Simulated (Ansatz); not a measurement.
## A series of single points on Pd

System: Pd (Im-3m, 2 atoms in the cell).
Method: DFT, m-r2SCAN, plane waves (500 eV) with PAW, scalar-relativistic, spin-polarised (Ansatz 0.2.0).

The 6 runs differ only in the geometry, by an even scaling of the cell at fixed fractional positions.

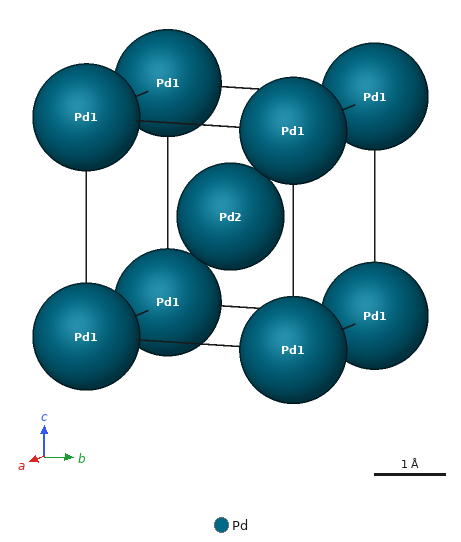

Figure 1. The structure of run 4 (spheres-only view of the cell of the calculation, seen slightly off an axis; atoms are numbered from 1 in the order of the input).

**Input of run 4**
```yaml
crystal:
  lattice:
    - [3.1499474804, 0.0, 0.0]
    - [0.0, 3.1499474804, 0.0]
    - [0.0, 0.0, 3.1499474804]
  atoms:
    - { symbol: Pd, position: [0.0, 0.0, 0.0], spin: 0.5 }
    - { symbol: Pd, position: [0.5, 0.5, 0.5], spin: -0.5 }
hamiltonian:
  xc: mr2scan
  pseudopotentials:
    kind: paw
    azcp:
      Pd: "pseudopotentials/Pd.paw.azcp"
basis:
  ecutwfc: 500
  fft_grid_basis: typed
kpoints:
  mp_grid: { grid: [11, 11, 11], shift: [0, 0, 0] }
magnetization:
  spin_polarized: true
scf:
  occupations: { method: fermi_dirac, width: 0.05 }
  lower_state_search: "off"
output:
  stress: true
```

Command:
```bash
ansatz run input.yaml --threads 2 --pin off --max-ram 5120MiB --backend cpu --events-out ev --progress --plain --runs-dir out
```

Lattice vectors (Å) and fractional positions of run 4:
```
   3.149947    0.000000    0.000000
   0.000000    3.149947    0.000000
   0.000000    0.000000    3.149947
Pd  0.000000  0.000000  0.000000
Pd  0.500000  0.500000  0.500000
```

Run 2 differs from it as follows:
```diff
-    - [3.1499474804, 0.0, 0.0]
-    - [0.0, 3.1499474804, 0.0]
-    - [0.0, 0.0, 3.1499474804]
+    - [3.0670153108, 0.0, 0.0]
+    - [0.0, 3.0670153108, 0.0]
+    - [0.0, 0.0, 3.0670153108]
```

**Results, with one run withheld**

| run | volume per atom (Å³) | free energy per atom, from the lowest run given (meV) | pressure (GPa) |
| --- | --- | --- | --- |
| 1 | 13.824 | 65.62 | 19.02 |
| 2 | 14.425 | ? | ? |
| 3 | 15.026 | 0.00 | 0.09 |
| 4 | 15.627 | 12.06 | −6.26 |
| 5 | 16.228 | 45.12 | −11.14 |
| 6 | 16.829 | 94.18 | −14.85 |

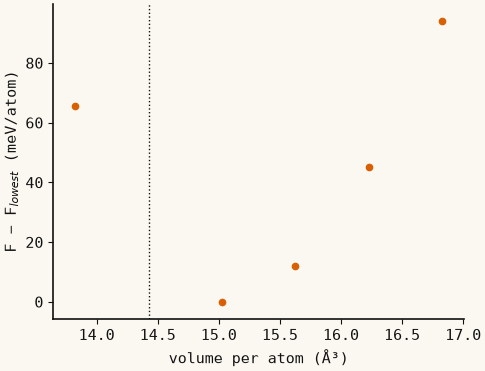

Figure 2. Free energy per atom of the runs given; the dotted line marks run 2.

What should run 2 give?

A cubic polynomial in V^(−2/3) (the Birch–Murnaghan form), fitted to the 5 runs given, misses them by at most 0.02 meV per atom. With x = V^(−2/3) − 0.16122 Å⁻², it reads F = 6.0318 − 4070.5 x + 6.7595e+05 x² + 3.2807e+06 x³ (meV per atom). At run 2 it gives 15.14 meV per atom, and the run itself gives 15.16. The slope of the fit gives a pressure −dF/dV of 8.34 GPa there, and the run prints 8.34 GPa. The fit has its minimum at 15.034 Å³ per atom, where V d²F/dV² gives 180 GPa: the bulk modulus at this level, since symmetry fixes the shape and the positions.

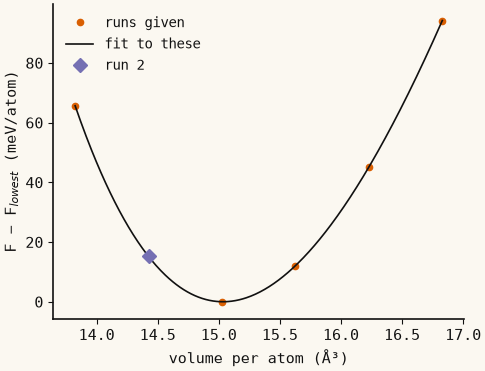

Figure 3. The fit and the withheld run.

**Output, shortened to warnings, some set-up lines, iterations and results (run 2)**
```
WARN: the starting moments were not kept: the SCF closed with an absolute magnetisation of 1.4e-6 μB, where they sum to 1 μB in size (2 sites). That is at most 0.1 of that sum. Measured as dr2_m measures the in/out step, that magnetisation stands 3.0e-13 eV from none, at or under the dr2_threshold of 1.0e-7 eV: it is no larger than a step whose dr2_m would equal this threshold. The system may …
Basis set: ecut = 500 eV, 739 PW (Γ), exchange–correlation on 96×96×96 points (64 copies of the dense FFT grid, shifted against one another)
Symmetry: 48 space group operations
k-points: 56 of 1331
Initial density: superposition of atomic densities (chi_scale 0.1, normalization cell)
[...]
SCF iter   1: F=-13969.320138 eV  HF=-13972.394700 eV  |F-HF|=3.07e0  |Δ(HF+E_count)|=         —  Δρ=7.01e-2 (↑7.01e-2 ↓7.01e-2)  dr2=4.58e0  dr2_τ=2.90e-2  dr2_m=2.17e-1  …
SCF iter   2: F=-13970.752292 eV  HF=-13971.571738 eV  |F-HF|=8.19e-1  |Δ(HF+E_count)|=   8.23e-1  Δρ=4.38e-2 (↑4.38e-2 ↓4.38e-2)  dr2=1.61e0  dr2_τ=2.12e-2  dr2_m=1.28e-1  …
SCF iter   3: F=-13971.365842 eV  HF=-13971.277914 eV  |F-HF|=8.79e-2  |Δ(HF+E_count)|=   2.94e-1  Δρ=2.02e-2 (↑2.02e-2 ↓2.02e-2)  dr2=6.36e-2  dr2_τ=9.15e-3  dr2_m=7.65e-2  …
SCF iter   4: F=-13971.371577 eV  HF=-13971.361404 eV  |F-HF|=1.02e-2  |Δ(HF+E_count)|=   8.35e-2  Δρ=1.34e-2 (↑1.34e-2 ↓1.34e-2)  dr2=8.48e-3  dr2_τ=8.13e-4  dr2_m=4.44e-2  …
SCF iter   5: F=-13971.376331 eV  HF=-13971.369629 eV  |F-HF|=6.70e-3  |Δ(HF+E_count)|=   8.22e-3  Δρ=9.97e-3 (↑9.97e-3 ↓9.97e-3)  dr2=1.55e-3  dr2_τ=4.53e-4  dr2_m=2.58e-2  …
[... 5 lines ...]
SCF iter  11: F=-13971.379203 eV  HF=-13971.379202 eV  |F-HF|=3.98e-7  |Δ(HF+E_count)|=   1.00e-6  Δρ=4.65e-5 (↑4.65e-5 ↓4.65e-5)  dr2=4.93e-8  dr2_τ=1.18e-8  dr2_m=5.60e-7  …
SCF iter  12: F=-13971.379203 eV  HF=-13971.379203 eV  |F-HF|=2.26e-9  |Δ(HF+E_count)|=   4.96e-7  Δρ=2.59e-6 (↑2.59e-6 ↓2.59e-6)  dr2=3.27e-10  dr2_τ=5.58e-11  dr2_m=1.50e-9 …
SCF iter  13: F=-13971.379203 eV  HF=-13971.379203 eV  |F-HF|=1.06e-9  |Δ(HF+E_count)|=   1.88e-9  Δρ=1.72e-6 (↑1.72e-6 ↓1.72e-6)  dr2=1.49e-10  dr2_τ=2.59e-11  …
SCF iter  14: F=-13971.379203 eV  HF=-13971.379203 eV  |F-HF|=7.28e-12  |Δ(HF+E_count)|=   1.63e-9  Δρ=1.54e-7 (↑1.54e-7 ↓1.54e-7)  dr2=7.08e-12  dr2_τ=3.04e-13  …
SCF 1 converged in 14 iterations: F = -13971.379203 eV  dr2 = 7.08e-12
this state was not tested for a lower state beside it, because the mixer in use, unlike msr1, does not test its closes by its own steps (another_mixer; see scf.mixing.algorithm and scf.lower_state_search)
SCF converged after 14 iterations
Magnetization: 0.0000 μB (18.0000 up, 18.0000 down)
Absolute magnetization: 0.0000 μB (∫|ρ↑−ρ↓|, with the PAW one-centre terms)
Spin contamination: 0.0000 ħ² per cell (⟨S²⟩ above its minimum at these occupations)
Per-site moments (μB) at R_I (Å): [(1.0973128093139996e-7, 1.095646683841308), (-1.0973128093139996e-7, 1.095646683841308)]
Free energy (F): -13971.379203 eV
Harris-Foulkes:  -13971.379203 eV  (|F-HF|=7.28e-12)
Internal energy: -13971.360998 eV  (E = F + TS)
E sigma→0 (E₀):  -13971.370101 eV
Entropy (-TS):   -0.018205 eV (-9.102 meV/atom)
Fermi energy:    20.229750 eV
--- Per-component energies (eV) ---
  E_band       = -288.985370
  E_kinetic    = 1033.113552
  E_local      = -3444.874529  (includes V_loc(G=0)·N_el)
  E_nonlocal   = 435.687093
  E_hartree    = 1407.564460
  E_xc         = -321.337550
  E_vxc        = -465.974425  (∫ρ·V_xc dr)
  E_paw        = -7544.677632  (= ΣΔE_a)
  E_vpaw       = -696.256883  (= ΣTr[D̂ρ^β])
  E_aug_tail   = 0.000223  (compensation charges beyond the density's cutoff)
  E_vtau       = 34.190518  (kinetic-family band-sum trace: ∫τ·v_τ [+ j·A + Jᵃ·Aᵃ] dr)
  E_ewald      = -5535.932443
  E_core_change = -0.904173  (= ΣΔE_core)
  E_smearing   = -0.018205  (= −TS)
  E_closure    = -0.000000  (closes the sum)
  Σ components = -13971.379203   (vs F -13971.379203, Δ=0.00e0)
--- Stress (GPa, compression-positive) ---
        8.343423      -0.000000       0.000000
       -0.000000       8.343423      -0.000000
        0.000000      -0.000000       8.343423
  P = ⅓ Tr σ = 8.3434 GPa (83.434 kbar)
```

Warnings of the run: some starting moments were not kept; the state was not tested for a lower one.
